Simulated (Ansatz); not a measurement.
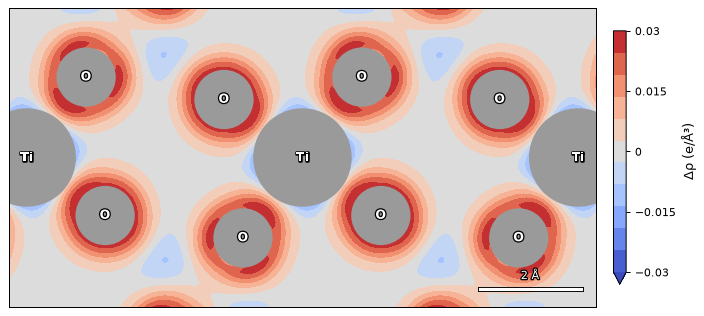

TiO2: difference of two self-consistent densities at the same geometry, ρ(HSE06+U) − ρ(PBE+U), on the (111) plane of the conventional cell. Grey discs cover the cores, where the PAW densities can't be compared. Cores are masked to 1.0 Å (Ti) and 0.6 Å (O).

Space group P4_2/mnm. Effective Hubbard U: 4.0 eV on Ti d.

Both runs: Ansatz, scalar-relativistic, plane waves and PAW, same cutoff, k-points and PAW files (made with PBE).

> What differs between the two levels of theory?

Against PBE+U, and outside the masked cores, the largest gain, 0.03 e/Å³, lies 0.7 Å from an oxygen nucleus and 1.3 Å from a titanium one, and the largest loss lies at the edge of the masked core of Ti. Bader charges are Ti +2.41 and O −1.20 e with PBE+U and Ti +2.58 and O −1.29 e with HSE06+U. At this volume the pressure is 9 GPa with PBE+U and roughly 2 GPa with HSE06+U. The gap on the mesh is 2.34 eV with PBE+U and 4.01 eV with HSE06+U.

Run times: 2.1 min (HSE06+U) and 30 s (base cell), on 2 threads of Intel(R) Xeon(R) Platinum 8375C CPU @ 2.90GHz (Ice Lake) (shared host).
